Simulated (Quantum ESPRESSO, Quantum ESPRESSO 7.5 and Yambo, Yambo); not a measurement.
# Quasiparticle gap of MgI2 (1T monolayer) in Yambo

How does a plane-wave GW calculation on MgI2 (1T monolayer) run from the first input to the gap?

Method: PBE and many-body steps on it, plane waves, in Quantum ESPRESSO 7.5 and Yambo 5.3.0.

**1. Starting point**

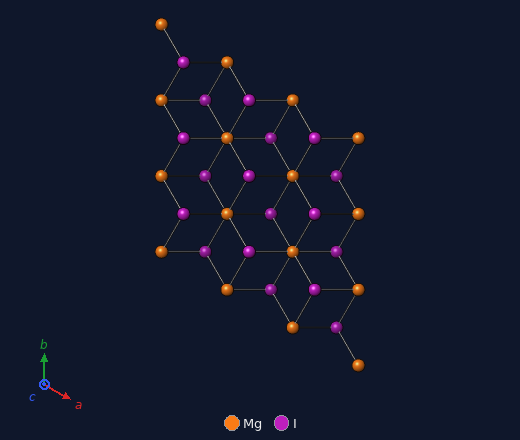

The starting structure, seen from above (magnesium orange, iodine pink). 3×3×1 cells are drawn. Some periodic images of atoms are drawn too.

The cell holds 3 atoms: 1 Mg and 2 I. Cell: a = 4.208 Å, b = 4.208 Å, c = 16.000 Å, α = 90.0°, β = 90.0°, γ = 120.0°. Vacuum lies along c.

Structure file:

```cif
data_structure
_symmetry_space_group_name_H-M 'P 1'
_symmetry_Int_Tables_number 1
_cell_length_a 4.2075
_cell_length_b 4.2075
_cell_length_c 16.0000
_cell_angle_alpha 90.000
_cell_angle_beta 90.000
_cell_angle_gamma 120.000
_cell_volume 245.31
loop_
_atom_site_label
_atom_site_type_symbol
_atom_site_fract_x
_atom_site_fract_y
_atom_site_fract_z
_atom_site_occupancy
Mg1 Mg 0.00000 0.00000 0.50000 1
I2 I 0.33333 0.66667 0.60469 1
I3 I 0.66667 0.33333 0.39531 1
```

The structure was relaxed with PBE. The runs that relaxed it are not among those shown.

**2. Ground state**

This step: Quantum ESPRESSO 7.5; DFT, PBE with spin-orbit coupling, plane waves, norm-conserving pseudopotentials.

The ground-state density comes first.

File pw.in:

```
&control
  calculation = 'scf'
  prefix = 'x'
  outdir = 'o'
  pseudo_dir = 'pseudo'
/
&system
  ibrav = 0
  nat = 3
  ntyp = 2
  ecutwfc = 76.0
  nbnd = 54
  force_symmorphic = .true.
  noncolin = .true.
  lspinorb = .true.
/
&electrons
  conv_thr = 1e-10
  electron_maxstep = 80
  mixing_beta = 0.5
/
ATOMIC_SPECIES
  Mg 24.305 Mg.upf
  I 126.9 I.upf
CELL_PARAMETERS angstrom
  4.2075425951 0.0000000002 0.0000000000
  -2.1037712978 3.6438387748 0.0000000000
  0.0000000000 0.0000000000 16.0000000000
ATOMIC_POSITIONS crystal
  Mg 0.0000000000 0.0000000000 0.5000000000
  I 0.3333333333 0.6666666667 0.6046917629
  I 0.6666666667 0.3333333333 0.3953082371
K_POINTS automatic
  9 9 1 0 0 0
```

The run is started by

```sh
OMP_NUM_THREADS=1 mpirun -n 4 pw.x -nk 4 -in pw.in > pw.out
```

The log of the run:

```text
Program PWSCF v.7.5 starts

     This program is part of the open-source Quantum ESPRESSO suite
     for quantum simulation of materials; please cite
         "P. Giannozzi et al., J. Phys.:Condens. Matter 21 395502 (2009);
         "P. Giannozzi et al., J. Phys.:Condens. Matter 29 465901 (2017);
         "P. Giannozzi et al., J. Chem. Phys. 152 154105 (2020);
     in publications or presentations arising from this work. More details at
     Message from routine setup:
     using ibrav=0 with symmetry is DISCOURAGED, use correct ibrav instead

     G-vector sticks info

     bravais-lattice index     =            0
     lattice parameter (alat)  =       7.9511  a.u.
     unit-cell volume          =    1655.4050 (a.u.)^3
     number of atoms/cell      =            3
     number of atomic types    =            2
     number of electrons       =        44.00
     number of Kohn-Sham states=           54
     kinetic-energy cutoff     =      76.0000  Ry
     charge density cutoff     =     304.0000  Ry
     scf convergence threshold =      1.0E-10
     mixing beta               =       0.5000
     number of iterations used =            8  plain     mixing
     Exchange-correlation= PBE
                           (   1   4   3   4   0   0   0)
     Non magnetic calculation with spin-orbit

     celldm(1)=   7.951103  celldm(2)=   0.000000  celldm(3)=   0.000000
     celldm(4)=   0.000000  celldm(5)=   0.000000  celldm(6)=   0.000000

     crystal axes: (cart. coord. in units of alat)
               a(1) = (   1.000000   0.000000   0.000000 )
               a(2) = (  -0.500000   0.866025   0.000000 )
               a(3) = (   0.000000   0.000000   3.802695 )

     reciprocal axes: (cart. coord. in units 2 pi/alat)
               b(1) = (  1.000000  0.577350 -0.000000 )
               b(2) = ( -0.000000  1.154701  0.000000 )
               b(3) = (  0.000000 -0.000000  0.262971 )
     Pseudo is Norm-conserving, Zval = 10.0
     Generated using ONCVPSP code by D. R. Hamann
     Using radial grid of 1510 points,  6 beta functions with:
     Pseudo is Norm-conserving + core correction, Zval = 17.0
     Generated using ONCVPSP code by D. R. Hamann
     Using radial grid of 1210 points, 10 beta functions with:
     Mg               10.00    24.30500     Mg( 1.00)
     I                17.00   126.90000     I ( 1.00)

     12 Sym. Ops., with inversion, found

   Cartesian axes

     site n.     atom                  positions (alat units)
         1        Mg     tau(   1) = (   0.0000000   0.0000000   1.9013474  )
         2        I      tau(   2) = (  -0.0000000   0.5773503   2.2994582  )
         3        I      tau(   3) = (   0.5000000   0.2886751   1.5032365  )

     number of k points=    12
                       cart. coord. in units 2pi/alat
        k(    1) = (   0.0000000   0.0000000   0.0000000), wk =   0.0123457
        k(    2) = (  -0.0000000   0.1283001   0.0000000), wk =   0.0740741
        k(    3) = (  -0.0000000   0.2566001   0.0000000), wk =   0.0740741
        k(    4) = (  -0.0000000   0.3849002   0.0000000), wk =   0.0740741
        k(    5) = (  -0.0000000   0.5132002   0.0000000), wk =   0.0740741
        k(    6) = (   0.1111111   0.1924501   0.0000000), wk =   0.0740741
        k(    7) = (   0.1111111   0.3207501   0.0000000), wk =   0.1481481
        k(    8) = (   0.1111111   0.4490502   0.0000000), wk =   0.1481481
        k(    9) = (   0.1111111   0.5773503   0.0000000), wk =   0.0740741
        k(   10) = (   0.2222222   0.3849002   0.0000000), wk =   0.0740741
        k(   11) = (   0.2222222   0.5132002   0.0000000), wk =   0.1481481
        k(   12) = (   0.3333333   0.5773503   0.0000000), wk =   0.0246914

     Dense  grid:   148115 G-vectors     FFT dimensions: (  45,  45, 180)

     Initial potential from superposition of free atoms

     starting charge      43.9990, renormalised to      44.0000
     Starting wfcs are   46 randomized atomic wfcs +    8 random wfcs

     per-process dynamical memory:   278.0 Mb

     Self-consistent Calculation

     iteration #  1     ecut=    76.00 Ry     beta= 0.50

     Threshold (ethr) on eigenvalues was too large:
     Diagonalizing with lowered threshold

     total energy              =    -615.89465129 Ry
     estimated scf accuracy    <       0.04426495 Ry

     iteration #  2     ecut=    76.00 Ry     beta= 0.50

     total energy              =    -615.90010147 Ry
     estimated scf accuracy    <       0.00706496 Ry

     iteration #  3     ecut=    76.00 Ry     beta= 0.50

     total energy              =    -615.90127380 Ry
     estimated scf accuracy    <       0.00171252 Ry

     iteration #  4     ecut=    76.00 Ry     beta= 0.50

     total energy              =    -615.90152968 Ry
     estimated scf accuracy    <       0.00013555 Ry

     iteration #  5     ecut=    76.00 Ry     beta= 0.50

     total energy              =    -615.90154059 Ry
     estimated scf accuracy    <       0.00000829 Ry

     iteration #  6     ecut=    76.00 Ry     beta= 0.50

     total energy              =    -615.90154286 Ry
     estimated scf accuracy    <       0.00000130 Ry

     iteration #  7     ecut=    76.00 Ry     beta= 0.50

     total energy              =    -615.90154305 Ry
     estimated scf accuracy    <       0.00000006 Ry

     iteration #  8     ecut=    76.00 Ry     beta= 0.50

     total energy              =    -615.90154307 Ry
     estimated scf accuracy    <       0.00000002 Ry

     iteration #  9     ecut=    76.00 Ry     beta= 0.50

     total energy              =    -615.90154307 Ry
     estimated scf accuracy    <          2.0E-09 Ry

     iteration # 10     ecut=    76.00 Ry     beta= 0.50

     End of self-consistent calculation

          k = 0.0000 0.0000 0.0000 ( 18419 PWs)   bands (ev):

   -76.8872 -76.8872 -46.1407 -46.1407 -46.1407 -46.1407 -46.1261 -46.1261
   -46.1259 -46.1259 -44.4320 -44.4320 -44.4316 -44.4316 -44.4194 -44.4194
   -44.4194 -44.4194 -44.4125 -44.4125 -44.4125 -44.4125 -43.8214 -43.8214
   -43.5332 -43.5332 -43.5326 -43.5326 -13.3895 -13.3895 -12.8838 -12.8838
    -4.5926  -4.5926  -2.6748  -2.6748  -2.2810  -2.2810  -1.6662  -1.6662
    -1.6006  -1.6006  -1.3229  -1.3229   2.3026   2.3026   3.2342   3.2342
     4.3698   4.3698   4.5947   4.5947   5.0399   5.0399

          k =-0.0000 0.1283 0.0000 ( 18461 PWs)   bands (ev):

   -76.8872 -76.8872 -46.1407 -46.1407 -46.1407 -46.1407 -46.1261 -46.1261
   -46.1259 -46.1259 -44.4319 -44.4319 -44.4315 -44.4315 -44.4195 -44.4195
   -44.4194 -44.4194 -44.4125 -44.4125 -44.4124 -44.4124 -43.8215 -43.8215
   -43.5332 -43.5332 -43.5327 -43.5327 -13.3323 -13.3323 -12.8500 -12.8500
[...]
4.2939   4.2939   4.6186   4.6186   4.9775   4.9776

          k =-0.0000 0.2566 0.0000 ( 18499 PWs)   bands (ev):

[...]
-46.1259 -46.1259 -44.4317 -44.4317 -44.4315 -44.4315 -44.4196 -44.4196
   -44.4194 -44.4194 -44.4125 -44.4125 -44.4123 -44.4123 -43.8216 -43.8216
   -43.5332 -43.5332 -43.5329 -43.5329 -13.1771 -13.1771 -12.7650 -12.7650
    -4.4927  -4.4927  -3.5252  -3.5252  -2.8745  -2.8745  -2.3160  -2.3160
    -2.0918  -2.0918  -1.6216  -1.6216   2.9134   2.9134   3.8269   3.8269
     4.5705   4.5705   4.8263   4.8263   5.4465   5.4469

          k =-0.0000 0.3849 0.0000 ( 18507 PWs)   bands (ev):

     [... further k-points ...]

     highest occupied, lowest unoccupied level (ev):    -1.3229    2.0330

!    total energy              =    -615.90154307 Ry
     estimated scf accuracy    <          2.3E-11 Ry

     The total energy is the sum of the following terms:
     one-electron contribution =   -1324.39624642 Ry
     hartree contribution      =     653.06515026 Ry
     xc contribution           =    -138.31288842 Ry
     ewald contribution        =     193.74244151 Ry

     convergence has been achieved in  10 iterations

     XML data file, charge density, pseudopotentials, collected wavefunctions

=------------------------------------------------------------------------------=
   JOB DONE.
=------------------------------------------------------------------------------=
```

It took 2.4 min on 4 MPI ranks of Arm Neoverse V1, shared host; peak memory 2 GiB.

Numbers from this step:

```
total energy               : -8379.7674 eV
gap                        : 3.356 eV
k of the valence top       : 0, 0, 0
k of the conduction bottom : 0, 0.4444, 0
least direct gap           : 3.625 eV
```

The gap is indirect, with the least direct gap 0.27 eV higher.

**3. Bands along the symmetry lines**

The cheap functional maps the bands first; the places of the edges decide which points the dearer methods must see.

File pw.in:

```
&control
  calculation = 'bands'
  prefix = 'x'
  outdir = 'o'
  pseudo_dir = 'pseudo'
/
&system
  ibrav = 0
  nat = 3
  ntyp = 2
  ecutwfc = 76.0
  nbnd = 56
  force_symmorphic = .true.
  noncolin = .true.
  lspinorb = .true.
/
&electrons
  conv_thr = 1e-9
  electron_maxstep = 80
  diago_full_acc = .true.
  diago_thr_init = 5e-6
/
ATOMIC_SPECIES
  Mg 24.305 Mg.upf
  I 126.9 I.upf
CELL_PARAMETERS angstrom
  4.2075425951 0.0000000002 0.0000000000
  -2.1037712978 3.6438387748 0.0000000000
  0.0000000000 0.0000000000 16.0000000000
ATOMIC_POSITIONS crystal
  Mg 0.0000000000 0.0000000000 0.5000000000
  I 0.3333333333 0.6666666667 0.6046917629
  I 0.6666666667 0.3333333333 0.3953082371
K_POINTS crystal
  25
  0.00000000 0.00000000 0.00000000 1
  0.06250000 0.00000000 0.00000000 1
  0.12500000 0.00000000 0.00000000 1
  0.18750000 0.00000000 0.00000000 1
  0.25000000 0.00000000 0.00000000 1
  0.31250000 0.00000000 0.00000000 1
  0.37500000 0.00000000 0.00000000 1
  0.43750000 0.00000000 0.00000000 1
  0.50000000 0.00000000 0.00000000 1
  0.47916667 0.04166667 0.00000000 1
  0.45833333 0.08333333 0.00000000 1
  0.43750000 0.12500000 0.00000000 1
  0.41666666 0.16666666 0.00000000 1
  0.39583333 0.20833333 0.00000000 1
  0.37500000 0.25000000 0.00000000 1
  0.35416666 0.29166666 0.00000000 1
  0.33333333 0.33333333 0.00000000 1
  0.29166666 0.29166666 0.00000000 1
  0.25000000 0.25000000 0.00000000 1
  0.20833333 0.20833333 0.00000000 1
  0.16666666 0.16666666 0.00000000 1
  0.12500000 0.12500000 0.00000000 1
  0.08333333 0.08333333 0.00000000 1
  0.04166667 0.04166667 0.00000000 1
  0.00000000 0.00000000 0.00000000 1
```

The log of the run:

```text
[banner, memory and clock lines left out]
Program PWSCF v.7.5 starts

     Atomic positions and unit cell read from directory:
     o/x.save/

     Message from routine setup:
     using ibrav=0 with symmetry is DISCOURAGED, use correct ibrav instead

     G-vector sticks info

     bravais-lattice index     =            0
     lattice parameter (alat)  =       7.9511  a.u.
     unit-cell volume          =    1655.4050 (a.u.)^3
     number of atoms/cell      =            3
     number of atomic types    =            2
     number of electrons       =        44.00
     number of Kohn-Sham states=           56
     kinetic-energy cutoff     =      76.0000  Ry
     charge density cutoff     =     304.0000  Ry
     Exchange-correlation= PBE
                           (   1   4   3   4   0   0   0)
     Non magnetic calculation with spin-orbit

     celldm(1)=   7.951103  celldm(2)=   0.000000  celldm(3)=   0.000000
     celldm(4)=   0.000000  celldm(5)=   0.000000  celldm(6)=   0.000000

     crystal axes: (cart. coord. in units of alat)
               a(1) = (   1.000000   0.000000   0.000000 )
               a(2) = (  -0.500000   0.866025   0.000000 )
               a(3) = (   0.000000   0.000000   3.802695 )

     reciprocal axes: (cart. coord. in units 2 pi/alat)
               b(1) = (  1.000000  0.577350 -0.000000 )
               b(2) = ( -0.000000  1.154701  0.000000 )
               b(3) = (  0.000000 -0.000000  0.262971 )
     Pseudo is Norm-conserving, Zval = 10.0
     Generated using ONCVPSP code by D. R. Hamann
     Using radial grid of 1510 points,  6 beta functions with:
     Pseudo is Norm-conserving + core correction, Zval = 17.0
     Generated using ONCVPSP code by D. R. Hamann
     Using radial grid of 1210 points, 10 beta functions with:
     Mg               10.00    24.30500     Mg( 1.00)
     I                17.00   126.90000     I ( 1.00)

     12 Sym. Ops., with inversion, found

   Cartesian axes

     site n.     atom                  positions (alat units)
         1        Mg     tau(   1) = (   0.0000000   0.0000000   1.9013474  )
         2        I      tau(   2) = (  -0.0000000   0.5773503   2.2994582  )
         3        I      tau(   3) = (   0.5000000   0.2886751   1.5032365  )

     number of k points=    25
                       cart. coord. in units 2pi/alat
        k(    1) = (   0.0000000   0.0000000   0.0000000), wk =   0.0400000
        k(    2) = (   0.0625000   0.0360844   0.0000000), wk =   0.0400000
        k(    3) = (   0.1250000   0.0721688   0.0000000), wk =   0.0400000
[...]
[... 13 further rows ...]
        k(   24) = (   0.0416667   0.0721688   0.0000000), wk =   0.0400000
        k(   25) = (   0.0000000   0.0000000   0.0000000), wk =   0.0400000

     Dense  grid:   148115 G-vectors     FFT dimensions: (  45,  45, 180)

     The potential is recalculated from file :
     o/x.save/charge-density

     Starting wfcs are   46 randomized atomic wfcs +   10 random wfcs

     Band Structure Calculation

     End of band structure calculation

          k = 0.0000 0.0000 0.0000 ( 18419 PWs)   bands (ev):

   -76.8872 -76.8872 -46.1407 -46.1407 -46.1407 -46.1407 -46.1262 -46.1262
   -46.1260 -46.1260 -44.4320 -44.4320 -44.4316 -44.4316 -44.4195 -44.4195
   -44.4195 -44.4195 -44.4126 -44.4126 -44.4125 -44.4125 -43.8214 -43.8214
[...]
k = 0.0625 0.0361 0.0000 ( 18413 PWs)   bands (ev):

[...]
k = 0.1250 0.0722 0.0000 ( 18463 PWs)   bands (ev):

[...]
k = 0.0417 0.0722 0.0000 ( 18417 PWs)   bands (ev):

[...]
k = 0.0000 0.0000 0.0000 ( 18419 PWs)   bands (ev):

[...]
-1.6006  -1.6006  -1.3229  -1.3229   2.3026   2.3026   3.2342   3.2342
     4.3698   4.3698   4.5947   4.5947   5.0399   5.0399   5.0614   5.0614

     XML data file, pseudopotentials, collected wavefunctions
```

The job ended after 1.7 min (4 MPI ranks; peak memory 1.2 GiB).

This step gave:

| Quantity | Value |
| --- | --- |
| gap | 3.306 eV |
| k of the valence top | 0, 0, 0 |
| k of the conduction bottom | 0.5, 0, 0 |
| least direct gap | 3.625 eV |

The gap is 3.306 eV, −0.050 eV from the run before at this level.

Electronic bands along the path, in eV, zero at the top of the highest filled band:

```csv
point,band 41,band 42,band 43,band 44,band 45,band 46,band 47,band 48
Γ,-0.28,-0.28,0.00,0.00,3.63,3.63,4.56,4.56
M,-1.21,-1.21,-0.53,-0.53,3.31,3.31,5.15,5.15
K,-1.05,-1.05,-0.89,-0.89,4.09,4.09,6.14,6.14
Γ,-0.28,-0.28,0.00,0.00,3.63,3.63,4.56,4.56
```

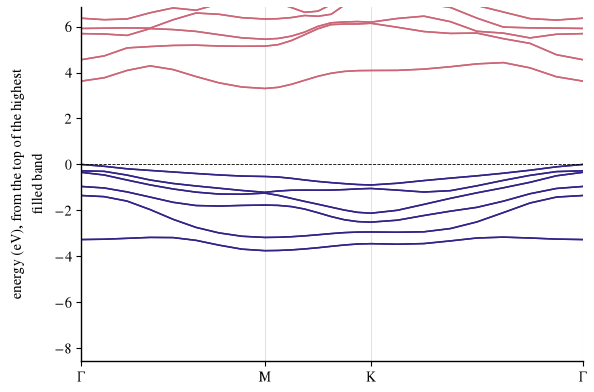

Electronic bands along the path; lines of filled and empty bands in two colours.

(Continued in part 2 of 3.)

[Paths, hosts, dates, memory and timing lines, banners, echoed tables and standing remarks are left out of the program output.]

[Logs are printed without paths, hosts, clocks, repeated set-up lines and the standing remarks that a program may print on its own settings, such as how far it seeks lower states.]

[Runs of the session that timed out or met a known fault of the program may be left out.]

[Hosts, paths, dates, database ids (printed as entryN), source tags and the programs' standing remarks are cut or masked in the printed files.]
